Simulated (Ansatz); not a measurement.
System: C, space group Pm-3m (No. 221) (one of a set of cubic test structures, which need not be the stable phase).

Computed with Ansatz 0.2.0 development build: equation of state of a cubic crystal from periodic Kohn-Sham density functional theory without spin, third-order Birch-Murnaghan fit to the free energies; pressure corrected for the finite basis. Level: PBE.

```json
{"setting": "structure type", "value": "simple cubic"}
{"setting": "atoms in cell", "value": "1"}
{"setting": "space group number", "value": "221"}
{"setting": "lattice centring", "value": "simple cubic"}
{"setting": "k mesh", "value": "31×31×31"}
{"setting": "occupation method", "value": "Fermi–Dirac"}
{"setting": "occupation width", "value": "0.06123 eV"}
{"setting": "wave cutoff", "value": "820 eV"}
{"setting": "datasets", "value": "hand-made PAW"}
{"setting": "density tolerance", "value": "1e-09 eV"}
{"setting": "bands", "value": "6"}
{"setting": "density cutoff ratio", "value": "4"}
{"setting": "search for lower states", "value": "default"}
```

What does the calculation give for the energy above the lowest point and pressure against volume? The volume takes the values 5.2707, 5.3829, 5.4950, 5.6072, 5.7193, 5.8315, 5.9436 Å³/atom.

A third-order Birch–Murnaghan fit gives V0 = 5.59 Å³/atom, B0 = 324 GPa and B′ = 3.7. The energy above the lowest point is 19.7 meV/atom at volume 5.2707 Å³/atom and 20.8 meV/atom at 5.9436 Å³/atom; the lowest computed point is at volume 5.6072 Å³/atom (0.0 meV/atom). The pressure falls from 21.0 GPa at volume 5.2707 Å³/atom to −17.8 GPa at 5.9436 Å³/atom, and changes sign near 5.59 Å³/atom.

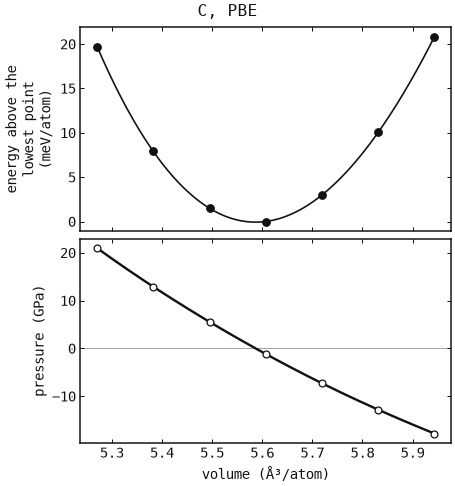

Note: cubic model structure, not the ambient form; modest k-mesh, values are not fully converged in k.
